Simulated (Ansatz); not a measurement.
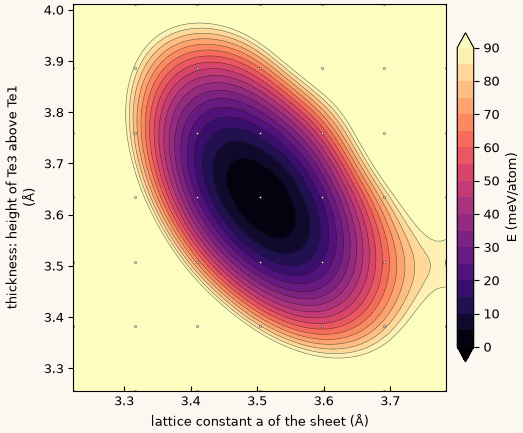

A two-dimensional sheet of Te₂Mo (3 atoms in the cell). The lattice constant and the thickness of a sheet are varied, nothing relaxed. First axis: lattice constant a of the sheet (both vectors scaled alike). Second axis: thickness: height of Te3 above Te1, all heights scaled alike. The grid has 7 × 7 points. Points are written as (first, second). Energies are in meV/atom, from the lowest grid point. All numbers below come from DFT PBE+D3(BJ), scalar-relativistic, plane waves, PAW (Ansatz 0.2.0). Settings: cutoff 420 eV, k-mesh 9×9×1, gaussian smearing 0.02 eV, no spin polarisation.

In the figure: filled contours, dots at the grid points, one colour for all values above the top of the scale. Between grid points the surface is interpolated.

> Estimate the position of the minimum and the force constants in these coordinates.

The interpolated minimum is at the first coordinate ≈ 3.504 Å, the second coordinate ≈ 3.634 Å. The curvatures there are about 15 eV/Å² and 6.8 eV/Å², with a cross term of about 5 eV/Å² (per cell of 3 atoms). Round the minimum the valley is somewhat tilted: raising the first coordinate shifts the best value of the second coordinate downwards (coupling k₁₂/√(k₁₁k₂₂) about 0.5).

PAW datasets: the set soft_1.
